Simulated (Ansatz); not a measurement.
SiO2: field-gradient calculation (part 2 of 2)

SiO2 (I4/mmm, 24 atoms in the cell); DFT, PBE, plane-wave PAW, default files, scalar-relativistic, frozen cores not responding, no spin polarisation (Ansatz 0.2.0); cutoff 420 eV, 5×5×5 k-mesh, Fermi–Dirac smearing of 0.02 eV. The structure derives from a Materials Project entry. It belongs to a series of runs on one base structure; here: cores kept from responding.

Geometry of the input (Å; fractional positions):
```
-6.5170  6.5170  2.6240
6.5170  -6.5170  2.6240
6.5170  6.5170  -2.6240
Si 0.2102  0.3813  0.5915
Si 0.3813  0.7898  0.1711
Si 0.6187  0.2102  0.8289
Si 0.7898  0.3813  0.1711
Si 0.2102  0.6187  0.8289
Si 0.7898  0.6187  0.4085
Si 0.3813  0.2102  0.5915
Si 0.6187  0.7898  0.4085
O  0.8929  0.1071  0.5000
O  0.1071  0.6071  0.2143
O  0.3929  0.8929  0.7857
O  0.6071  0.3929  0.5000
O  0.1071  0.8929  0.5000
O  0.8929  0.3929  0.7857
O  0.6071  0.1071  0.2143
O  0.3929  0.6071  0.5000
O  0.2430  0.5000  0.7430
O  0.5000  0.7570  0.2570
O  0.5000  0.2430  0.7430
O  0.7570  0.5000  0.2570
O  0.3133  0.3133  0.6265
O  0.3133  0.6867  0.0000
O  0.6867  0.3133  -0.0000
O  0.6867  0.6867  0.3735
```

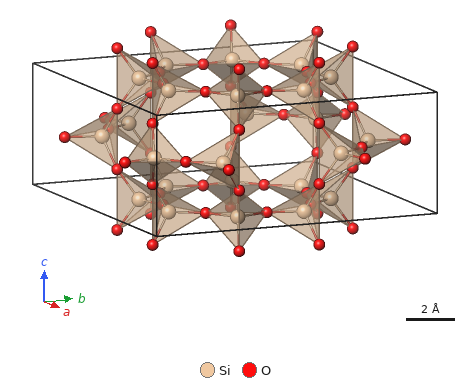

Figure 1. The input geometry (polyhedral view of the cell 2 times as large as that of the calculation, set on its symmetry axes, seen slightly off an axis; polyhedra are completed across the faces of the cell).

## Output, continued
```
--- PAW observables at the nuclei: V_zz in 10²¹ V/m², potentials from the cell's mean, atoms counted from 1 ---
  atom   1  Si V_zz =    +0.849036   η = 0.3840   by run symmetry: allowed
            electrostatic potential = -1351.469498 V   contact ρ = 12800.875360 e/Å³
  atom   2  Si V_zz =    +0.849036   η = 0.3840   by run symmetry: allowed
            electrostatic potential = -1351.469498 V   contact ρ = 12800.875360 e/Å³
  atom   3  Si V_zz =    +0.849036   η = 0.3840   by run symmetry: allowed
            electrostatic potential = -1351.469498 V   contact ρ = 12800.875360 e/Å³
  atom   4  Si V_zz =    +0.849036   η = 0.3840   by run symmetry: allowed
            electrostatic potential = -1351.469498 V   contact ρ = 12800.875360 e/Å³
  atom   5  Si V_zz =    +0.849036   η = 0.3840   by run symmetry: allowed
            electrostatic potential = -1351.469498 V   contact ρ = 12800.875360 e/Å³
  atom   6  Si V_zz =    +0.849036   η = 0.3840   by run symmetry: allowed
            electrostatic potential = -1351.469498 V   contact ρ = 12800.875360 e/Å³
  atom   7  Si V_zz =    +0.849036   η = 0.3840   by run symmetry: allowed
            electrostatic potential = -1351.469498 V   contact ρ = 12800.875360 e/Å³
  atom   8  Si V_zz =    +0.849036   η = 0.3840   by run symmetry: allowed
            electrostatic potential = -1351.469498 V   contact ρ = 12800.875360 e/Å³
  atom   9  O  V_zz =    +9.887898   η = 0.1218   by run symmetry: allowed   C_q = -6.1159 MHz
            electrostatic potential = -615.842061 V   contact ρ = 2153.271790 e/Å³
  atom  10  O  V_zz =    +9.887898   η = 0.1218   by run symmetry: allowed   C_q = -6.1159 MHz
            electrostatic potential = -615.842061 V   contact ρ = 2153.271790 e/Å³
  atom  11  O  V_zz =    +9.887898   η = 0.1218   by run symmetry: allowed   C_q = -6.1159 MHz
            electrostatic potential = -615.842061 V   contact ρ = 2153.271790 e/Å³
  atom  12  O  V_zz =    +9.887898   η = 0.1218   by run symmetry: allowed   C_q = -6.1159 MHz
            electrostatic potential = -615.842061 V   contact ρ = 2153.271790 e/Å³
  atom  13  O  V_zz =    +9.887898   η = 0.1218   by run symmetry: allowed   C_q = -6.1159 MHz
            electrostatic potential = -615.842061 V   contact ρ = 2153.271790 e/Å³
  atom  14  O  V_zz =    +9.887898   η = 0.1218   by run symmetry: allowed   C_q = -6.1159 MHz
            electrostatic potential = -615.842061 V   contact ρ = 2153.271790 e/Å³
  atom  15  O  V_zz =    +9.887898   η = 0.1218   by run symmetry: allowed   C_q = -6.1159 MHz
            electrostatic potential = -615.842061 V   contact ρ = 2153.271790 e/Å³
  atom  16  O  V_zz =    +9.887898   η = 0.1218   by run symmetry: allowed   C_q = -6.1159 MHz
            electrostatic potential = -615.842061 V   contact ρ = 2153.271790 e/Å³
  atom  17  O  V_zz =    +9.850403   η = 0.1806   by run symmetry: allowed   C_q = -6.0927 MHz
            electrostatic potential = -615.838530 V   contact ρ = 2153.209829 e/Å³
  atom  18  O  V_zz =    +9.850403   η = 0.1806   by run symmetry: allowed   C_q = -6.0927 MHz
            electrostatic potential = -615.838530 V   contact ρ = 2153.209829 e/Å³
  atom  19  O  V_zz =    +9.850403   η = 0.1806   by run symmetry: allowed   C_q = -6.0927 MHz
            electrostatic potential = -615.838530 V   contact ρ = 2153.209829 e/Å³
  atom  20  O  V_zz =    +9.850403   η = 0.1806   by run symmetry: allowed   C_q = -6.0927 MHz
            electrostatic potential = -615.838530 V   contact ρ = 2153.209829 e/Å³
  atom  21  O  V_zz =   +10.029755   η = 0.0733   by run symmetry: allowed   C_q = -6.2036 MHz
            electrostatic potential = -615.779355 V   contact ρ = 2153.098758 e/Å³
  atom  22  O  V_zz =   +10.029755   η = 0.0733   by run symmetry: allowed   C_q = -6.2036 MHz
            electrostatic potential = -615.779355 V   contact ρ = 2153.098758 e/Å³
  atom  23  O  V_zz =   +10.029755   η = 0.0733   by run symmetry: allowed   C_q = -6.2036 MHz
            electrostatic potential = -615.779355 V   contact ρ = 2153.098758 e/Å³
  atom  24  O  V_zz =   +10.029755   η = 0.0733   by run symmetry: allowed   C_q = -6.2036 MHz
            electrostatic potential = -615.779355 V   contact ρ = 2153.098758 e/Å³
--- Band table (eV; the first three rows and the last of 18) ---
  k-point 0: bands = ["-20.0715", "-19.6634", "-19.4889", "-19.4889", "-18.7791", "-18.7791", "-18.6748", "-18.0768", "-18.0113", "-18.0113", "-18.0084", "-18.0054", "-18.0047", "-18.0047", "-17.9940", "-17.9722", "-10.3421", "-9.0790", "-9.0076", "-9.0076", "-7.6638", "-7.6638", "-6.9903", "-6.3978", "-6.3812", "-6.2028", "-6.0276", "-6.0276", "-5.8352", "-5.8352", "-5.7880", "-5.3578", "-4.1184", "-3.7892", "-3.7323", "-3.7323", "-3.4864", "-3.3868", "-3.3868", "-3.3079", "-2.6888", "-2.6428", "-2.6167", "-2.6167", "-2.5866", "-2.5191", "-2.5191", "-2.4417", "-2.4417", "-2.2757", "-2.0968", "-2.0277", "-1.9746", "-1.8982", "-1.8222", "-1.8222", "-1.6551", "-1.0644", "-1.0644", "-1.0553", "-1.0185", "-0.7193", "-0.7193", "-0.5769", "4.9842", "6.9736", "7.1205", "7.1205", "7.2758", "8.1328", "8.1328", "8.3589", "8.5168", "8.6310", "8.6663", "8.6663", "8.9598", "9.2058", "9.3105", "9.4903", "9.4903", "9.7350", "9.9347", "9.9347", "10.0627", "10.1572", "10.2797", "10.2797"]
  k-point 1: bands = ["-20.0495", "-19.7532", "-19.4767", "-19.4024", "-18.9027", "-18.7997", "-18.5238", "-18.0712", "-18.0456", "-18.0205", "-18.0159", "-18.0113", "-17.9989", "-17.9972", "-17.9934", "-17.9741", "-10.2707", "-9.4032", "-8.9637", "-8.7419", "-7.8286", "-7.6731", "-6.8293", "-6.4086", "-6.4030", "-6.1858", "-6.0616", "-5.9595", "-5.9106", "-5.8352", "-5.7295", "-5.3949", "-4.0944", "-3.8373", "-3.7337", "-3.7324", "-3.4998", "-3.3707", "-3.3425", "-3.2737", "-2.6993", "-2.6908", "-2.6449", "-2.6002", "-2.5910", "-2.5255", "-2.5176", "-2.4513", "-2.4224", "-2.2404", "-2.0906", "-2.0349", "-1.9999", "-1.9725", "-1.9290", "-1.7928", "-1.4874", "-1.1016", "-1.0446", "-1.0314", "-1.0208", "-0.7514", "-0.7151", "-0.5788", "5.0940", "6.4585", "7.1899", "7.2125", "7.7253", "7.9329", "7.9494", "8.4824", "8.6249", "8.6751", "8.7064", "8.7102", "8.9740", "9.1549", "9.1792", "9.4081", "9.6457", "9.6845", "9.8864", "9.8996", "10.0146", "10.2282", "10.4088", "10.4711"]
  k-point 2: bands = ["-19.9865", "-19.8775", "-19.4537", "-19.3055", "-19.0054", "-18.8385", "-18.3328", "-18.1588", "-18.0574", "-18.0370", "-18.0196", "-18.0113", "-17.9932", "-17.9923", "-17.9906", "-17.9787", "-10.0701", "-9.7573", "-8.8756", "-8.5657", "-8.0491", "-7.6901", "-6.6080", "-6.4346", "-6.4183", "-6.1457", "-6.1406", "-5.9935", "-5.8399", "-5.8349", "-5.6862", "-5.4754", "-4.0284", "-3.9340", "-3.7360", "-3.7325", "-3.5165", "-3.3496", "-3.2951", "-3.1554", "-2.8618", "-2.7140", "-2.6483", "-2.5983", "-2.5706", "-2.5325", "-2.5149", "-2.4727", "-2.3699", "-2.1588", "-2.1204", "-2.0740", "-2.0682", "-2.0529", "-1.9604", "-1.7634", "-1.2938", "-1.1277", "-1.1224", "-0.9988", "-0.9473", "-0.8339", "-0.7079", "-0.5819", "5.4032", "5.8868", "7.3799", "7.3828", "7.6248", "7.6636", "8.2230", "8.4938", "8.5430", "8.7706", "8.8053", "8.9107", "8.9290", "9.1291", "9.2227", "9.2758", "9.4110", "9.5813", "9.9143", "10.0350", "10.2341", "10.3290", "10.5738", "10.6504"]
  k-point 17: bands = ["-19.9304", "-19.8918", "-19.6074", "-19.1425", "-19.1412", "-18.6565", "-18.3435", "-18.2773", "-18.0318", "-18.0269", "-18.0148", "-18.0094", "-17.9985", "-17.9955", "-17.9897", "-17.9851", "-9.8912", "-9.7728", "-9.1405", "-8.4130", "-8.3750", "-7.4249", "-6.5927", "-6.5620", "-6.3021", "-6.0786", "-5.9999", "-5.9628", "-5.9192", "-5.8982", "-5.6182", "-5.6045", "-3.9851", "-3.9547", "-3.7744", "-3.6952", "-3.5527", "-3.2752", "-3.2401", "-3.1718", "-2.9077", "-2.7384", "-2.6563", "-2.6024", "-2.5927", "-2.5876", "-2.5792", "-2.4425", "-2.3002", "-2.1848", "-2.1725", "-2.1685", "-2.0431", "-1.9972", "-1.9895", "-1.7159", "-1.2068", "-1.1835", "-1.1402", "-0.9429", "-0.8823", "-0.8271", "-0.7842", "-0.5879", "5.7559", "6.0295", "6.4748", "6.7006", "8.1489", "8.3315", "8.3942", "8.4136", "8.6425", "8.7062", "8.8208", "8.9736", "9.0750", "9.1663", "9.1778", "9.3326", "9.5905", "9.7256", "9.8405", "9.9283", "10.0916", "10.2648", "10.3430", "10.3799"]
--- Löwdin populations: 24 sites ---
  site symbol       q [e]
     0     Si      2.1812
     1     Si      2.1812
     2     Si      2.1812
     3     Si      2.1812
     4     Si      2.1812
     5     Si      2.1812
     6     Si      2.1812
     7     Si      2.1812
     8      O      6.8013
     9      O      6.8013
    10      O      6.8013
    11      O      6.8013
    12      O      6.8013
    13      O      6.8013
    14      O      6.8013
    15      O      6.8013
    16      O      6.7934
    17      O      6.7934
    18      O      6.7934
    19      O      6.7934
    20      O      6.8030
    21      O      6.8030
    22      O      6.8030
    23      O      6.8030
  spilling = 0.013709 (of n_electrons = 128.000000)
```

## File populations.tsv
```
# site	symbol	l	j	q
# orbitals = lowdin
# n_electrons = 128.000000
# spilling = 0.013709
0	Si	0_3S	-	0.679285
0	Si	1_3P	-	1.501885
1	Si	0_3S	-	0.679285
1	Si	1_3P	-	1.501885
2	Si	0_3S	-	0.679285
2	Si	1_3P	-	1.501885
3	Si	0_3S	-	0.679285
3	Si	1_3P	-	1.501885
4	Si	0_3S	-	0.679285
4	Si	1_3P	-	1.501885
5	Si	0_3S	-	0.679285
5	Si	1_3P	-	1.501885
6	Si	0_3S	-	0.679285
6	Si	1_3P	-	1.501885
7	Si	0_3S	-	0.679285
7	Si	1_3P	-	1.501885
8	O	0_2S	-	1.595728
8	O	1_2P	-	5.205538
9	O	0_2S	-	1.595728
9	O	1_2P	-	5.205538
10	O	0_2S	-	1.595728
10	O	1_2P	-	5.205538
11	O	0_2S	-	1.595728
11	O	1_2P	-	5.205538
12	O	0_2S	-	1.595728
12	O	1_2P	-	5.205538
13	O	0_2S	-	1.595728
13	O	1_2P	-	5.205538
14	O	0_2S	-	1.595728
14	O	1_2P	-	5.205538
15	O	0_2S	-	1.595728
15	O	1_2P	-	5.205538
16	O	0_2S	-	1.591141
16	O	1_2P	-	5.202266
17	O	0_2S	-	1.591141
17	O	1_2P	-	5.202266
18	O	0_2S	-	1.591141
18	O	1_2P	-	5.202266
19	O	0_2S	-	1.591141
19	O	1_2P	-	5.202266
20	O	0_2S	-	1.590892
20	O	1_2P	-	5.212130
21	O	0_2S	-	1.590892
21	O	1_2P	-	5.212130
22	O	0_2S	-	1.590892
22	O	1_2P	-	5.212130
23	O	0_2S	-	1.590892
23	O	1_2P	-	5.212130
```

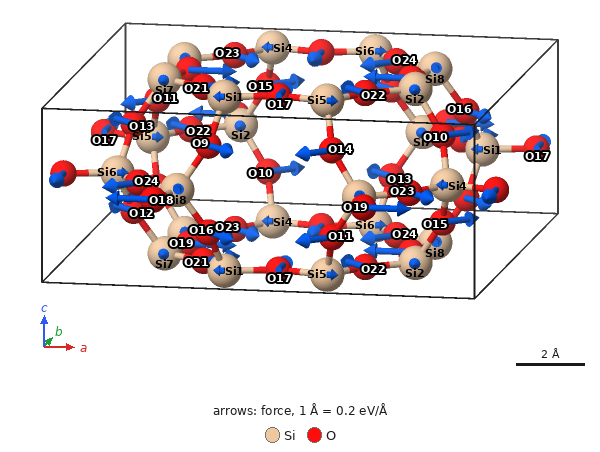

Figure 2. Forces on the atoms as blue arrows (ball-and-stick view of the cell 2 times as large as that of the calculation, set on its symmetry axes, seen slightly off an axis; atoms are numbered from 1 in the order of the input). The largest act on O17, O18, O19, O20 (0.29 eV/Å); O9, O10, O11, O12, O13, O14 and 2 more (0.27 eV/Å); O21, O22, O23, O24 (0.26 eV/Å). The geometry is not a stationary point of this energy.

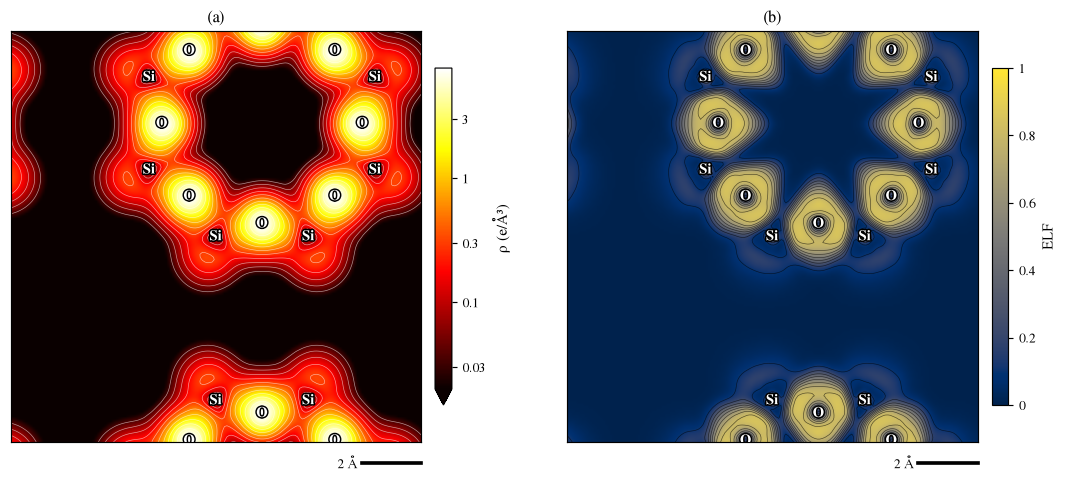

Figure 3. (a) valence pseudo-density; (b) electron localisation function on the (001) plane of the conventional cell. The section cuts through Si and O sites. Si–O (1.61 Å): ρ is about 1.3 e/Å³ halfway; the ELF peaks at about 0.85 between the atoms (a shared but strongly polarised pair). The density dies away to nearly zero in the voids. Core electrons are frozen (PAW), so the fields are smoothed inside the atomic spheres.

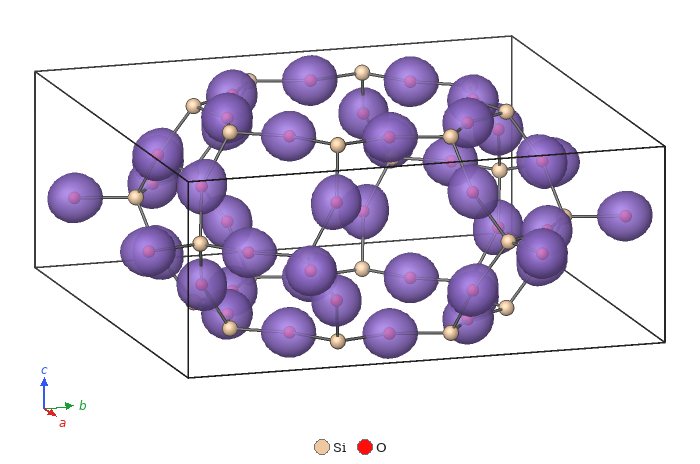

Figure 4. Isosurface of the valence electron density at 1.5 e/Å³ (purple), seen slightly off an axis. Sticks mark near contacts. The outline is the cell set on symmetry axes. At this value the density breaks into separate islands; it holds about 50 % of the electrons treated as valence. It is pinched off along the Si–O (1.61 Å) contacts. On the grid the lowest density along these lines, outside the cores, is 1.1 e/Å³ (Si–O, 1.61 Å).

## Summary

```tsv
quantity	value
outcome	converged
space group (tolerance 0.01 Å)	I4/mmm (139)
electrons treated	128
free energy	−14192.4846 eV
Fermi energy	2.233 eV
gap on the k-point mesh	5.56 eV
pressure	3.49 GPa
field gradient V_zz (10²¹ V/m²)	Si 0.85, Si 0.85, Si 0.85, Si 0.85, Si 0.85, Si 0.85, Si 0.85, Si 0.85 (the first 8 of 24 sites)
largest force (length of the vector), held atoms and coordinates included	0.290 eV/Å
wall time	44 s
peak memory	1.1 GiB
```

## Notes

Warnings of the run: the exchange-correlation potential is rough where the density is thin.
